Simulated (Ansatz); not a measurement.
**Al5GaN6: density, localisation and related maps**

Input

```
crystal:
  lattice:
    - [2.9029241353, 0.0, 0.0]
    - [0.0, 4.1029639829, 0.0]
    - [0.0, 0.0, 8.7169208789]
  atoms:
    - { symbol: Al, position: [0.0, 0.5, 0.8304487443] }
    - { symbol: Al, position: [0.0, 0.5, 0.1695512557] }
    - { symbol: Al, position: [0.5, 0.0, 0.3357654659] }
    - { symbol: Al, position: [0.0, 0.5, 0.5] }
    - { symbol: Al, position: [0.5, 0.0, 0.6642345341] }
    - { symbol: Ga, position: [0.5, 0.0, 0.0] }
    - { symbol: "N", position: [0.0, 0.0, 0.8258241774] }
    - { symbol: "N", position: [0.5, 0.5, 0.0] }
    - { symbol: "N", position: [0.0, 0.0, 0.1741758226] }
    - { symbol: "N", position: [0.5, 0.5, 0.3346202725] }
    - { symbol: "N", position: [0.0, 0.0, 0.5] }
    - { symbol: "N", position: [0.5, 0.5, 0.6653797275] }
basis:
  ecutwfc: 420
kpoints:
  mp_grid: { grid: [8, 6, 4] }
hamiltonian:
  xc: pbe
scf:
  occupations: { method: gaussian, width: 0.02 }
output:
  forces: true
  stress: true
  eigenvalues: true
  write_density: true
  write_potential: true
  elf: true
  volumetric_format: npy
relax:
  adjacent_minimum: "off"
  f_tol: 0.01
  max_steps: 80
  cell: { stress_tol: 0.05 }
```

Launched as:

```sh
ansatz run input.yaml --threads 1 --pin off --max-ram 2560MiB --backend cpu --events-out ev --progress --plain --runs-dir out
```

Below, planes, directions and counts refer to the conventional cell (a = 2.90 Å, b = 4.10 Å, c = 8.72 Å, α = 90.00°, β = 90.00°, γ = 90.00°).

The fields are those of the run's last geometry, not of the input's.

Space group Pmmm; a structure generated by program, which may or may not match a known phase.

All numbers below come from DFT PBE, scalar-relativistic, plane waves, PAW in Ansatz 0.2.0.

Core electrons are frozen (PAW), and the valence fields are smoothed inside the atomic spheres.

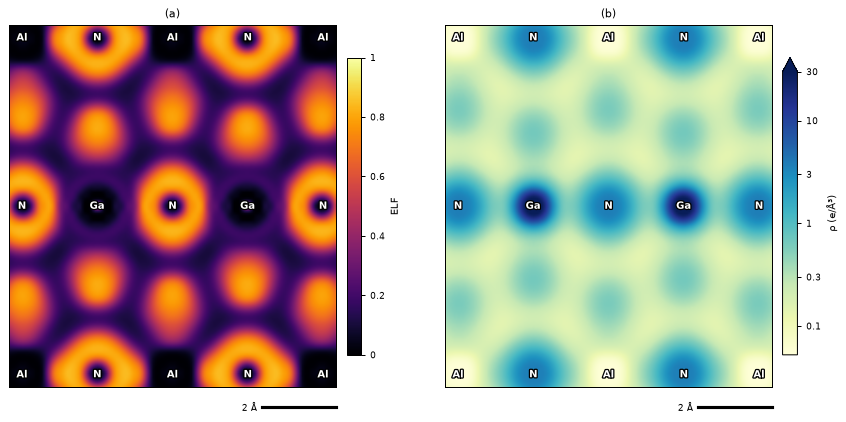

Figure 1. (a) ELF; (b) valence electron density on the (101) plane of the conventional cell.

### What does the map show?

The section cuts through Al, Ga and N sites. Atoms just off the plane (Al, 0.9 Å away and N, 0.9 Å away) can leave unmarked features too. Al–N (2.05 Å): ρ at the midpoint is about 0.5 e/Å³; the ELF peaks at about 0.85 in the valence shell of N, 0.8 Å from its nucleus, and is about 0.80 at the midpoint. Ga–N (2.05 Å): ρ is about 0.59 e/Å³ halfway; the ELF peaks at about 0.80 in the valence shell of N, 0.7 Å from its nucleus, and is about 0.35 at the midpoint. Between the atoms the lowest density in this plane is 0.14 e/Å³.

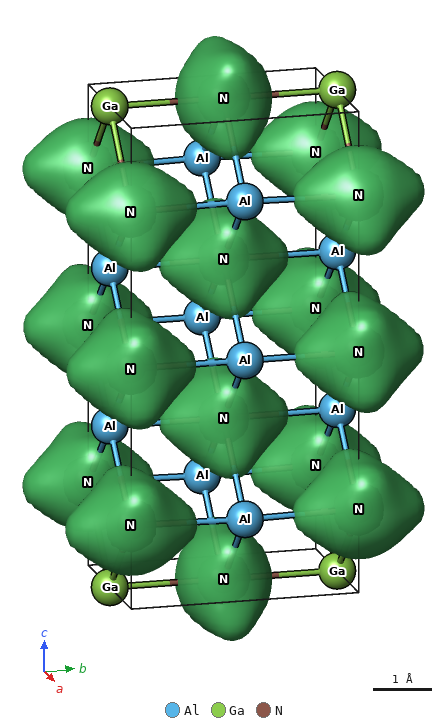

Figure 2. Isosurface of the ELF at 0.7 (green), seen slightly off an axis. Core shells and regions of very low density are left out. Sticks mark near contacts.

### Identify the bonds, lone pairs and shells in this picture.

At this value the surface marks out six regions on N in which the atom's valence shell and bonds are merged, counted in one cell of 12 atoms. Any copies at cell faces, edges or corners count once. Along the contacts the grid gives the following. Al–N (2.02 Å): the ELF peaks at about 0.85 in the valence shell of N, 0.8 Å from its nucleus, and is about 0.80 at the midpoint.

### Metal or insulator at this level of theory?

It is gapped, with a Kohn–Sham gap of 2.8 eV on the k-point mesh, an upper bound to the gap of this method.
